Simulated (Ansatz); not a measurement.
Input file:

```
crystal:
  lattice:
    - [2.73230769, 0.0, 0.0]
    - [0.0, 2.73230769, 0.0]
    - [0.0, 0.0, 2.73230769]
  atoms:
    - { symbol: Ta, position: [0.0, 0.0, 0.0] }
    - { symbol: "N", position: [0.5, 0.5, 0.5] }
hamiltonian:
  xc: pbesol
  pseudopotentials: { kind: paw }
  dispersion: d3bjatm
kpoints:
  mp_grid: { grid: [10, 10, 10] }
scf:
  occupations: { method: fermi_dirac, width: 0.05 }
output:
  forces: true
  stress: true
  eigenvalues: true
  write_density: true
  write_potential: true
  elf: true
  volumetric_format: npy
relax:
  f_tol: 0.01
  max_steps: 40
  cell: { stress_tol: 0.05 }
```

Launched as:

```sh
ansatz run input.yaml --threads 2 --pin off --max-ram 5632MiB --backend cpu --events-out ev --progress --plain --runs-dir out
```

Below, planes, directions and counts refer to the conventional cell (a = 2.70 Å, b = 2.70 Å, c = 2.70 Å, α = 90.00°, β = 90.00°, γ = 90.00°).

The fields are those of the run's last geometry, not of the input's.

Space group Pm-3m; a generated structure, not necessarily the stable one; built by placing these elements on a known structure type.

Theory: Kohn-Sham DFT of a periodic cell, PBEsol with D3(BJ)-ATM, Ansatz PAW (Ansatz 0.2.0).

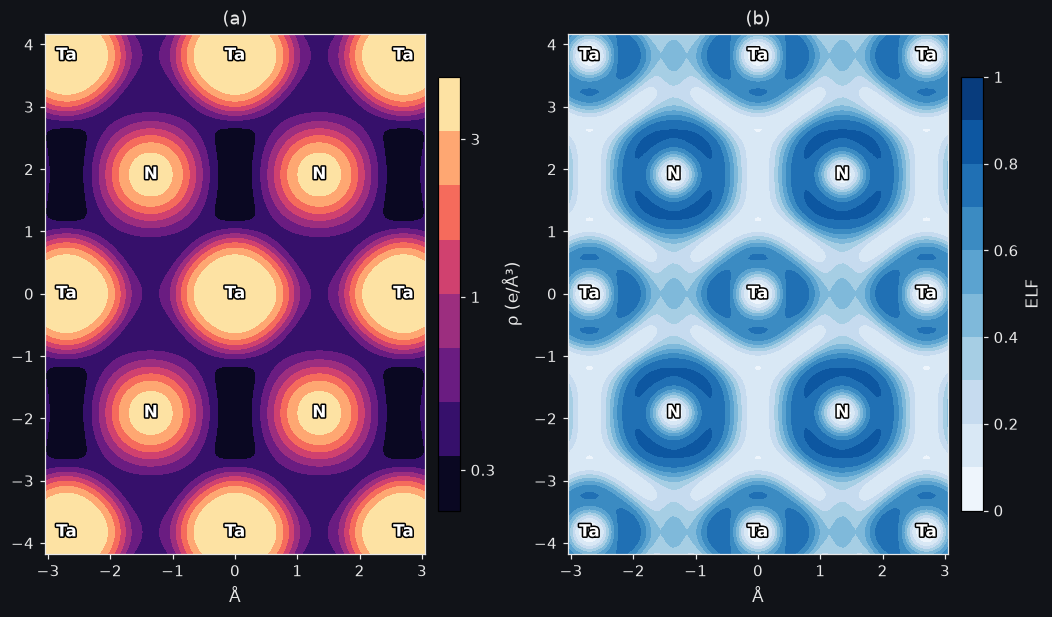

TaN. (a) valence electron density; (b) ELF on the (011) plane of the conventional cell.

Interpret the plot.

Answer. The section cuts through Ta and N sites.
Ta–N (2.34 Å): the density is about 0.42 e/Å³ at the midpoint; the ELF peaks at about 0.80 in the valence shell of N, 0.7 Å from its nucleus, and is about 0.15 at the midpoint (no shared electron pair shows on this line).
Ta–Ta (2.70 Å): the density is about 0.44 e/Å³ at the midpoint; the ELF is about 0.45 at the midpoint.
Between the atoms the lowest density in this plane is 0.23 e/Å³.
The features right at Ta lie inside the PAW spheres, where the map follows smoothed inner orbitals and isn't to be read closely.
